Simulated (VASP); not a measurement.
## Geometry relaxation, with input and output: Zn2Ga2O3 (part 3 of 9)

The same run, continued: Zn2Ga2O3 (7 atoms in the cell); Kohn-Sham DFT of a periodic cell, PBE, VASP PAW PBE potentials, recommended, no spin polarisation (VASP 6.6.1); cutoff 520 eV, 5×5×2 k-mesh, Gaussian smearing of 0.15 eV. The structure was made by swapping elements on the sites of another compound; it need not be a known phase. The run did not end well. The run did not end well; see the last part.

Geometry of the input (Å; fractional positions):
```
3.3126  0.0000  0.0000
-1.6563  2.8688  0.0000
0.0000  0.0000  8.0548
Zn 0.3333  0.6667  0.5688
Zn 0.6667  0.3333  0.4312
Ga 0.3333  0.6667  0.1629
Ga 0.6667  0.3333  0.8371
O  0.3333  0.6667  0.6973
O  0.6667  0.3333  0.3027
O  0.0000  0.0000  0.0000
```

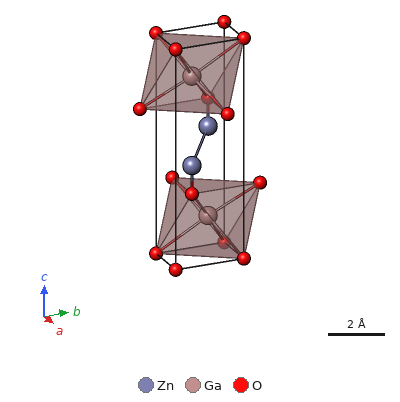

**Figure 1.** The structure as given in the input (polyhedral view of the cell of the calculation, seen slightly off an axis; polyhedra are completed across the faces of the cell). An atom can appear more than once, as a periodic image.

OSZICAR, continued
```
RMM:  30     0.599108010656E+04   -0.22003E+01    0.76703E+01  1488   0.502E+02    0.599E+01
RMM:  31     0.599021657096E+04   -0.86354E+00    0.61853E+01  1484   0.498E+02    0.605E+01
RMM:  32     0.598854656022E+04   -0.16700E+01    0.33981E+01  1488   0.495E+02    0.610E+01
RMM:  33     0.598461819277E+04   -0.39284E+01   -0.30651E-02  1484   0.493E+02    0.618E+01
RMM:  34     0.598159802493E+04   -0.30202E+01   -0.21303E+00  1492   0.490E+02    0.625E+01
RMM:  35     0.597351493955E+04   -0.80831E+01   -0.11228E+01  1486   0.487E+02    0.633E+01
RMM:  36     0.598359246508E+04    0.10078E+02    0.26441E+01  1486   0.485E+02    0.632E+01
RMM:  37     0.597902053197E+04   -0.45719E+01   -0.15154E+01  1486   0.484E+02    0.635E+01
RMM:  38     0.596345192626E+04   -0.15569E+02   -0.63675E+01  1488   0.480E+02    0.639E+01
RMM:  39     0.590209119612E+04   -0.61361E+02   -0.19778E+02  1488   0.472E+02    0.634E+01
RMM:  40     0.586604991527E+04   -0.36041E+02   -0.20732E+02  1486   0.465E+02    0.611E+01
RMM:  41     0.586013221588E+04   -0.59177E+01   -0.11893E+02  1486   0.459E+02    0.561E+01
RMM:  42     0.591812438239E+04    0.57992E+02    0.12563E+02  1484   0.470E+02    0.651E+01
RMM:  43     0.597196709459E+04    0.53843E+02    0.17809E+02  1484   0.476E+02    0.700E+01
RMM:  44     0.599975986168E+04    0.27793E+02    0.11922E+02  1484   0.478E+02    0.723E+01
RMM:  45     0.600163400170E+04    0.18741E+01    0.31947E+01  1492   0.477E+02    0.725E+01
RMM:  46     0.605649166674E+04    0.54858E+02    0.18042E+02  1486   0.483E+02    0.771E+01
RMM:  47     0.604822472267E+04   -0.82669E+01    0.13249E+01  1490   0.480E+02    0.811E+01
RMM:  48     0.604788880470E+04   -0.33592E+00   -0.48849E+00  1488   0.478E+02    0.823E+01
RMM:  49     0.604789183746E+04    0.30328E-02   -0.10716E+01  1490   0.477E+02    0.833E+01
RMM:  50     0.604038506630E+04   -0.75068E+01   -0.42428E+01  1486   0.475E+02    0.836E+01
RMM:  51     0.603338255275E+04   -0.70025E+01   -0.50890E+01  1486   0.473E+02    0.845E+01
RMM:  52     0.600442730399E+04   -0.28955E+02   -0.55052E+01  1486   0.473E+02    0.966E+01
RMM:  53     0.599113513880E+04   -0.13292E+02   -0.97901E+01  1486   0.470E+02    0.960E+01
RMM:  54     0.598493743951E+04   -0.61977E+01   -0.58028E+01  1486   0.468E+02    0.966E+01
RMM:  55     0.597389569048E+04   -0.11042E+02   -0.83591E+01  1486   0.465E+02    0.967E+01
RMM:  56     0.596648093884E+04   -0.74148E+01   -0.64934E+01  1486   0.462E+02    0.967E+01
RMM:  57     0.632105952305E+04    0.35458E+03    0.25928E+03  1486   0.599E+02    0.124E+02
RMM:  58     0.644956864817E+04    0.12851E+03    0.14743E+03  1486   0.574E+02    0.125E+02
RMM:  59     0.654863182808E+04    0.99063E+02    0.10052E+03  1486   0.568E+02    0.122E+02
RMM:  60     0.661143177003E+04    0.62800E+02    0.75637E+02  1486   0.571E+02
   8 F= 0.66114318E+04 E0= 0.66114392E+04  d E =0.656693E+04
       N       E                     dE             d eps       ncg     rms          rms(c)
DAV:   1    -0.109177664853E+05   -0.17466E+05   -0.17295E+05  1352   0.610E+02    0.201E+02
RMM:   2    -0.684105346416E+04    0.40767E+04   -0.24886E+03  1450   0.569E+02    0.123E+02
RMM:   3    -0.898814374322E+03    0.59422E+04   -0.22099E+03  1468   0.366E+02    0.107E+02
RMM:   4     0.261483932683E+04    0.35137E+04    0.13359E+03  1486   0.446E+02    0.103E+02
RMM:   5     0.362853256603E+04    0.10137E+04    0.38595E+03  1488   0.622E+02    0.132E+02
RMM:   6     0.379961370899E+04    0.17108E+03    0.25688E+03  1488   0.575E+02    0.413E+01
RMM:   7     0.417133499683E+04    0.37172E+03    0.19190E+03  1490   0.560E+02    0.291E+01
RMM:   8     0.428816451445E+04    0.11683E+03    0.16848E+03  1482   0.547E+02    0.908E+01
RMM:   9     0.435388524249E+04    0.65721E+02    0.11032E+03  1490   0.525E+02    0.612E+01
RMM:  10     0.440737761792E+04    0.53492E+02    0.87758E+02  1494   0.517E+02    0.127E+02
RMM:  11     0.445405490725E+04    0.46677E+02    0.63302E+02  1486   0.512E+02    0.774E+01
RMM:  12     0.449221813248E+04    0.38163E+02    0.54361E+02  1488   0.511E+02    0.870E+01
RMM:  13     0.451370857228E+04    0.21490E+02    0.41782E+02  1494   0.510E+02    0.790E+01
RMM:  14     0.453484936487E+04    0.21141E+02    0.30786E+02  1488   0.506E+02    0.786E+01
RMM:  15     0.455705633555E+04    0.22207E+02    0.26773E+02  1488   0.510E+02    0.685E+01
RMM:  16     0.457682332735E+04    0.19767E+02    0.28767E+02  1492   0.510E+02    0.345E+01
RMM:  17     0.458983366989E+04    0.13010E+02    0.19365E+02  1490   0.509E+02    0.230E+01
RMM:  18     0.459832370417E+04    0.84900E+01    0.12273E+02  1492   0.509E+02    0.171E+01
RMM:  19     0.460073268008E+04    0.24090E+01    0.51803E+01  1490   0.507E+02    0.142E+01
RMM:  20     0.460154271690E+04    0.81004E+00    0.43147E+01  1496   0.506E+02    0.524E+00
RMM:  21     0.460274791776E+04    0.12052E+01    0.24889E+01  1490   0.504E+02    0.365E+00
RMM:  22     0.460051604348E+04   -0.22319E+01   -0.30902E+01  1490   0.501E+02    0.352E+00
RMM:  23     0.459707458233E+04   -0.34415E+01   -0.42007E+01  1490   0.498E+02    0.255E+00
RMM:  24     0.459716240998E+04    0.87828E-01   -0.54438E+00  1490   0.497E+02    0.470E+00
RMM:  25     0.459530039356E+04   -0.18620E+01   -0.25675E+01  1490   0.495E+02    0.220E+00
RMM:  26     0.459345705329E+04   -0.18433E+01   -0.25010E+01  1490   0.493E+02    0.239E+00
RMM:  27     0.459263531416E+04   -0.82174E+00   -0.14352E+01  1490   0.492E+02    0.282E+00
RMM:  28     0.459179561512E+04   -0.83970E+00   -0.14284E+01  1490   0.491E+02    0.391E+00
RMM:  29     0.459165552637E+04   -0.14009E+00   -0.68463E+00  1490   0.490E+02    0.418E+00
RMM:  30     0.459156799662E+04   -0.87530E-01   -0.66779E+00  1490   0.489E+02    0.448E+00
RMM:  31     0.459169146039E+04    0.12346E+00   -0.32379E+00  1490   0.489E+02    0.482E+00
RMM:  32     0.459170883540E+04    0.17375E-01   -0.43847E+00  1490   0.489E+02    0.527E+00
RMM:  33     0.459082676068E+04   -0.88207E+00   -0.14347E+01  1490   0.488E+02    0.532E+00
RMM:  34     0.458991514875E+04   -0.91161E+00   -0.15079E+01  1490   0.487E+02    0.520E+00
RMM:  35     0.458858777744E+04   -0.13274E+01   -0.18772E+01  1490   0.487E+02    0.535E+00
RMM:  36     0.458745113770E+04   -0.11366E+01   -0.16457E+01  1490   0.486E+02    0.567E+00
RMM:  37     0.458583837853E+04   -0.16128E+01   -0.20560E+01  1490   0.486E+02    0.618E+00
RMM:  38     0.458444813221E+04   -0.13902E+01   -0.18316E+01  1490   0.486E+02    0.690E+00
RMM:  39     0.458315018301E+04   -0.12979E+01   -0.17363E+01  1490   0.485E+02    0.770E+00
RMM:  40     0.458198922528E+04   -0.11610E+01   -0.15743E+01  1490   0.484E+02    0.868E+00
RMM:  41     0.458140094947E+04   -0.58828E+00   -0.10023E+01  1490   0.484E+02    0.980E+00
RMM:  42     0.458141508115E+04    0.14132E-01   -0.41360E+00  1490   0.483E+02    0.110E+01
RMM:  43     0.458089761783E+04   -0.51746E+00   -0.96075E+00  1490   0.482E+02    0.121E+01
RMM:  44     0.458070033359E+04   -0.19728E+00   -0.66948E+00  1490   0.482E+02    0.134E+01
RMM:  45     0.458005590027E+04   -0.64443E+00   -0.10969E+01  1490   0.481E+02    0.147E+01
RMM:  46     0.457936570620E+04   -0.69019E+00   -0.11086E+01  1490   0.481E+02    0.160E+01
RMM:  47     0.457921958844E+04   -0.14612E+00   -0.79305E+00  1490   0.480E+02    0.175E+01
RMM:  48     0.457908409908E+04   -0.13549E+00   -0.53870E+00  1490   0.479E+02    0.188E+01
RMM:  49     0.457861823289E+04   -0.46587E+00   -0.91098E+00  1490   0.478E+02    0.198E+01
RMM:  50     0.457863160671E+04    0.13374E-01   -0.44064E+00  1490   0.477E+02    0.212E+01
RMM:  51     0.457795932001E+04   -0.67229E+00   -0.11279E+01  1490   0.477E+02    0.224E+01
RMM:  52     0.457740823400E+04   -0.55109E+00   -0.73987E+00  1490   0.476E+02    0.238E+01
RMM:  53     0.457688130338E+04   -0.52693E+00   -0.88902E+00  1490   0.476E+02    0.249E+01
RMM:  54     0.457661906184E+04   -0.26224E+00   -0.67098E+00  1490   0.475E+02    0.261E+01
RMM:  55     0.457668327548E+04    0.64214E-01   -0.34154E+00  1490   0.474E+02    0.271E+01
RMM:  56     0.457560315828E+04   -0.10801E+01   -0.14435E+01  1490   0.474E+02    0.281E+01
RMM:  57     0.457441634090E+04   -0.11868E+01   -0.40320E+01  1490   0.471E+02    0.295E+01
RMM:  58     0.457463242796E+04    0.21609E+00   -0.62180E+00  1490   0.469E+02    0.311E+01
RMM:  59     0.457379881873E+04   -0.83361E+00   -0.55344E+00  1490   0.469E+02    0.323E+01
RMM:  60     0.457252436084E+04   -0.12745E+01   -0.10818E+01  1490   0.469E+02
   9 F= 0.45725244E+04 E0= 0.45725244E+04  d E =0.452803E+04
       N       E                     dE             d eps       ncg     rms          rms(c)
DAV:   1    -0.755763854722E+04   -0.12131E+05   -0.12033E+05  1504   0.471E+02    0.239E+02
RMM:   2    -0.408111006472E+04    0.34765E+04   -0.21920E+03  1480   0.951E+02    0.108E+02
RMM:   3    -0.159156262613E+04    0.24895E+04   -0.18938E+03  1498   0.576E+02    0.113E+02
RMM:   4     0.192024930276E+04    0.35118E+04   -0.30082E+01  1443   0.555E+02    0.526E+01
RMM:   5     0.292407131328E+04    0.10038E+04    0.27764E+03  1480   0.585E+02    0.740E+01
RMM:   6     0.305130719773E+04    0.12724E+03    0.18413E+03  1482   0.496E+02    0.211E+01
RMM:   7     0.333885225145E+04    0.28755E+03    0.20897E+03  1472   0.572E+02    0.110E+01
RMM:   8     0.342623138507E+04    0.87379E+02    0.16462E+03  1478   0.554E+02    0.157E+01
RMM:   9     0.352753954277E+04    0.10131E+03    0.13902E+03  1482   0.559E+02    0.586E+00
RMM:  10     0.357585555558E+04    0.48316E+02    0.11208E+03  1474   0.526E+02    0.166E+01
RMM:  11     0.362670017835E+04    0.50845E+02    0.96618E+02  1478   0.499E+02    0.217E+01
RMM:  12     0.367334305391E+04    0.46643E+02    0.76130E+02  1488   0.482E+02    0.236E+01
RMM:  13     0.370742071882E+04    0.34078E+02    0.70960E+02  1480   0.483E+02    0.232E+01
RMM:  14     0.373830245662E+04    0.30882E+02    0.65840E+02  1478   0.480E+02    0.223E+01
RMM:  15     0.374895408050E+04    0.10652E+02    0.52174E+02  1488   0.473E+02    0.236E+01
RMM:  16     0.378435378560E+04    0.35400E+02    0.46089E+02  1480   0.477E+02    0.209E+01
RMM:  17     0.379105304306E+04    0.66993E+01    0.35757E+02  1478   0.473E+02    0.214E+01
RMM:  18     0.379704485901E+04    0.59918E+01    0.26210E+02  1478   0.466E+02    0.220E+01
RMM:  19     0.379739754468E+04    0.35269E+00    0.23155E+02  1488   0.462E+02    0.227E+01
RMM:  20     0.379973281362E+04    0.23353E+01    0.10396E+02  1478   0.460E+02    0.232E+01
RMM:  21     0.380100575881E+04    0.12729E+01    0.13094E+02  1484   0.457E+02    0.238E+01
RMM:  22     0.380156225379E+04    0.55649E+00    0.29955E+01  1478   0.454E+02    0.243E+01
RMM:  23     0.379933463776E+04   -0.22276E+01    0.30271E+01  1482   0.455E+02    0.250E+01
RMM:  24     0.379364094272E+04   -0.56937E+01   -0.45676E+01  1482   0.453E+02    0.253E+01
RMM:  25     0.378226898551E+04   -0.11372E+02   -0.89846E+01  1478   0.451E+02    0.260E+01
RMM:  26     0.378095816883E+04   -0.13108E+01   -0.31291E+01  1476   0.451E+02    0.269E+01
RMM:  27     0.376596476047E+04   -0.14993E+02   -0.68149E+01  1480   0.445E+02    0.272E+01
RMM:  28     0.375947504206E+04   -0.64897E+01   -0.82792E+01  1476   0.444E+02    0.281E+01
RMM:  29     0.375464649801E+04   -0.48285E+01   -0.10181E+02  1476   0.446E+02    0.294E+01
RMM:  30     0.374472740736E+04   -0.99191E+01   -0.10808E+02  1476   0.446E+02    0.305E+01
RMM:  31     0.374108651896E+04   -0.36409E+01   -0.72133E+01  1476   0.448E+02    0.326E+01
RMM:  32     0.373340957261E+04   -0.76769E+01   -0.85321E+01  1476   0.446E+02    0.336E+01
RMM:  33     0.372504403315E+04   -0.83655E+01   -0.99120E+01  1476   0.444E+02    0.345E+01
RMM:  34     0.371515985486E+04   -0.98842E+01   -0.12001E+02  1476   0.440E+02    0.348E+01
RMM:  35     0.370494372162E+04   -0.10216E+02   -0.12334E+02  1476   0.438E+02    0.357E+01
RMM:  36     0.369125190972E+04   -0.13692E+02   -0.11439E+02  1476   0.437E+02    0.379E+01
RMM:  37     0.370466276707E+04    0.13411E+02   -0.87847E+01  1476   0.431E+02    0.343E+01
RMM:  38     0.369388656981E+04   -0.10776E+02   -0.12306E+02  1476   0.426E+02    0.339E+01
RMM:  39     0.368363008348E+04   -0.10256E+02   -0.11010E+02  1476   0.424E+02    0.350E+01
RMM:  40     0.367462567466E+04   -0.90044E+01   -0.96922E+01  1476   0.423E+02    0.358E+01
RMM:  41     0.367033246428E+04   -0.42932E+01   -0.77241E+01  1476   0.424E+02    0.369E+01
RMM:  42     0.366098138064E+04   -0.93511E+01   -0.88517E+01  1476   0.424E+02    0.386E+01
RMM:  43     0.365413880262E+04   -0.68426E+01   -0.89471E+01  1476   0.424E+02    0.398E+01
RMM:  44     0.364334016410E+04   -0.10799E+02   -0.10948E+02  1476   0.423E+02    0.414E+01
RMM:  45     0.363088680270E+04   -0.12453E+02   -0.11562E+02  1476   0.422E+02    0.433E+01
RMM:  46     0.362466180263E+04   -0.62250E+01   -0.90617E+01  1476   0.422E+02    0.448E+01
RMM:  47     0.361597494223E+04   -0.86869E+01   -0.11785E+02  1476   0.419E+02    0.452E+01
RMM:  48     0.361810153725E+04    0.21266E+01   -0.74631E+01  1476   0.420E+02    0.464E+01
RMM:  49     0.360223580175E+04   -0.15866E+02   -0.14650E+02  1476   0.419E+02    0.482E+01
RMM:  50     0.359718459245E+04   -0.50512E+01   -0.90985E+01  1476   0.420E+02    0.502E+01
RMM:  51     0.358552665010E+04   -0.11658E+02   -0.11731E+02  1476   0.420E+02    0.522E+01
RMM:  52     0.355554858905E+04   -0.29978E+02    0.41631E+02  1476   0.501E+02    0.699E+01
RMM:  53     0.354767586707E+04   -0.78727E+01   -0.84884E+01  1476   0.491E+02    0.750E+01
RMM:  54     0.352630444492E+04   -0.21371E+02   -0.16572E+02  1476   0.491E+02    0.805E+01
RMM:  55     0.352414182454E+04   -0.21626E+01   -0.15598E+02  1476   0.482E+02    0.828E+01
RMM:  56     0.348469906493E+04   -0.39443E+02   -0.12963E+02  1478   0.485E+02    0.889E+01
RMM:  57     0.364374543774E+04    0.15905E+03    0.19489E+02  1480   0.499E+02    0.787E+01
RMM:  58     0.366427649070E+04    0.20531E+02   -0.56981E+01  1476   0.470E+02    0.745E+01
RMM:  59     0.366700937488E+04    0.27329E+01    0.35357E+00  1478   0.463E+02    0.756E+01
RMM:  60     0.366676232481E+04   -0.24705E+00   -0.45805E+01  1476   0.459E+02
  10 F= 0.36667623E+04 E0= 0.36667663E+04  d E =0.362227E+04
       N       E                     dE             d eps       ncg     rms          rms(c)
DAV:   1    -0.631637441080E+04   -0.99834E+04   -0.98736E+04  1408   0.465E+02    0.290E+02
RMM:   2    -0.373636507834E+04    0.25800E+04   -0.26160E+03  1479   0.479E+02    0.115E+02
RMM:   3    -0.657116826651E+03    0.30792E+04   -0.23172E+03  1454   0.330E+02    0.109E+02
RMM:   4     0.178437068259E+04    0.24415E+04    0.23695E+02  1480   0.333E+02    0.111E+02
RMM:   5     0.339522155509E+04    0.16109E+04    0.49980E+03  1482   0.756E+02    0.217E+02
RMM:   6     0.351948794603E+04    0.12427E+03    0.27317E+03  1492   0.552E+02    0.261E+02
RMM:   7     0.366959410862E+04    0.15011E+03    0.17107E+03  1478   0.493E+02    0.212E+02
RMM:   8     0.378939878676E+04    0.11980E+03    0.14581E+03  1482   0.523E+02    0.231E+02
RMM:   9     0.382006375901E+04    0.30665E+02    0.42641E+02  1482   0.466E+02    0.198E+02
RMM:  10     0.384358425031E+04    0.23520E+02    0.16799E+02  1484   0.444E+02    0.125E+02
RMM:  11     0.385039650542E+04    0.68123E+01    0.91766E+01  1478   0.441E+02    0.128E+02
RMM:  12     0.387466037532E+04    0.24264E+02    0.96968E+01  1482   0.438E+02    0.108E+02
RMM:  13     0.388692837472E+04    0.12268E+02    0.30821E+01  1482   0.435E+02    0.928E+01
RMM:  14     0.389451013273E+04    0.75818E+01    0.14993E+01  1484   0.433E+02    0.926E+01
RMM:  15     0.389954740527E+04    0.50373E+01   -0.37703E+00  1478   0.432E+02    0.942E+01
RMM:  16     0.390192436728E+04    0.23770E+01   -0.12680E+01  1478   0.429E+02    0.910E+01
RMM:  17     0.390091839466E+04   -0.10060E+01   -0.24732E+01  1478   0.427E+02    0.908E+01
RMM:  18     0.393131689487E+04    0.30399E+02    0.60390E+01  1478   0.430E+02    0.678E+01
RMM:  19     0.396750865740E+04    0.36192E+02    0.12683E+02  1478   0.438E+02    0.486E+01
RMM:  20     0.397664430894E+04    0.91357E+01    0.49235E+01  1478   0.439E+02    0.476E+01
RMM:  21     0.397702250737E+04    0.37820E+00   -0.68309E+00  1482   0.437E+02    0.503E+01
RMM:  22     0.399610821126E+04    0.19086E+02    0.91626E+01  1480   0.444E+02    0.413E+01
RMM:  23     0.400606545314E+04    0.99572E+01    0.59859E+01  1480   0.446E+02    0.337E+01
RMM:  24     0.401397387452E+04    0.79084E+01    0.47464E+01  1480   0.449E+02    0.244E+01
RMM:  25     0.401608048181E+04    0.21066E+01    0.69791E+00  1480   0.448E+02    0.204E+01
RMM:  26     0.401501608023E+04   -0.10644E+01   -0.15480E+01  1478   0.447E+02    0.242E+01
RMM:  27     0.401648440632E+04    0.14683E+01   -0.17407E+00  1478   0.447E+02    0.165E+01
RMM:  28     0.401554608311E+04   -0.93832E+00   -0.17823E+01  1478   0.445E+02    0.161E+01
RMM:  29     0.401414326347E+04   -0.14028E+01   -0.21596E+01  1478   0.444E+02    0.163E+01
RMM:  30     0.401222901612E+04   -0.19142E+01   -0.24147E+01  1478   0.444E+02    0.191E+01
RMM:  31     0.401030508742E+04   -0.19239E+01   -0.25723E+01  1478   0.442E+02    0.204E+01
RMM:  32     0.400798688965E+04   -0.23182E+01   -0.29379E+01  1478   0.441E+02    0.220E+01
RMM:  33     0.400585541944E+04   -0.21315E+01   -0.26792E+01  1478   0.440E+02    0.231E+01
RMM:  34     0.400406919692E+04   -0.17862E+01   -0.22518E+01  1478   0.440E+02    0.242E+01
RMM:  35     0.400167150715E+04   -0.23977E+01   -0.28497E+01  1478   0.439E+02    0.261E+01
RMM:  36     0.399935025547E+04   -0.23213E+01   -0.28156E+01  1478   0.438E+02    0.275E+01
RMM:  37     0.399677759397E+04   -0.25727E+01   -0.31340E+01  1478   0.437E+02    0.283E+01
RMM:  38     0.399455239056E+04   -0.22252E+01   -0.27593E+01  1478   0.436E+02    0.293E+01
RMM:  39     0.399200695750E+04   -0.25454E+01   -0.30249E+01  1478   0.435E+02    0.304E+01
RMM:  40     0.398908515501E+04   -0.29218E+01   -0.33897E+01  1478   0.434E+02    0.314E+01
RMM:  41     0.398630002988E+04   -0.27851E+01   -0.32180E+01  1478   0.433E+02    0.326E+01
RMM:  42     0.398298591485E+04   -0.33141E+01   -0.37614E+01  1478   0.433E+02    0.338E+01
RMM:  43     0.397958464319E+04   -0.34013E+01   -0.38442E+01  1478   0.432E+02    0.349E+01
RMM:  44     0.397565256901E+04   -0.39321E+01   -0.43325E+01  1478   0.432E+02    0.361E+01
RMM:  45     0.397105796729E+04   -0.45946E+01   -0.49796E+01  1478   0.431E+02    0.373E+01
RMM:  46     0.396659414454E+04   -0.44638E+01   -0.48481E+01  1478   0.431E+02    0.386E+01
RMM:  47     0.396178684653E+04   -0.48073E+01   -0.48689E+01  1478   0.430E+02    0.413E+01
RMM:  48     0.395750929957E+04   -0.42775E+01   -0.47322E+01  1478   0.430E+02    0.426E+01
RMM:  49     0.395255926281E+04   -0.49500E+01   -0.53601E+01  1478   0.429E+02    0.438E+01
RMM:  50     0.394759294456E+04   -0.49663E+01   -0.55258E+01  1478   0.429E+02    0.450E+01
RMM:  51     0.394112502842E+04   -0.64679E+01   -0.68957E+01  1478   0.429E+02    0.463E+01
RMM:  52     0.393527064151E+04   -0.58544E+01   -0.67195E+01  1478   0.429E+02    0.463E+01
RMM:  53     0.392901726678E+04   -0.62534E+01   -0.65511E+01  1478   0.429E+02    0.477E+01
RMM:  54     0.392188899604E+04   -0.71283E+01   -0.74081E+01  1478   0.429E+02    0.490E+01
RMM:  55     0.391515280360E+04   -0.67362E+01   -0.69785E+01  1478   0.428E+02    0.505E+01
```
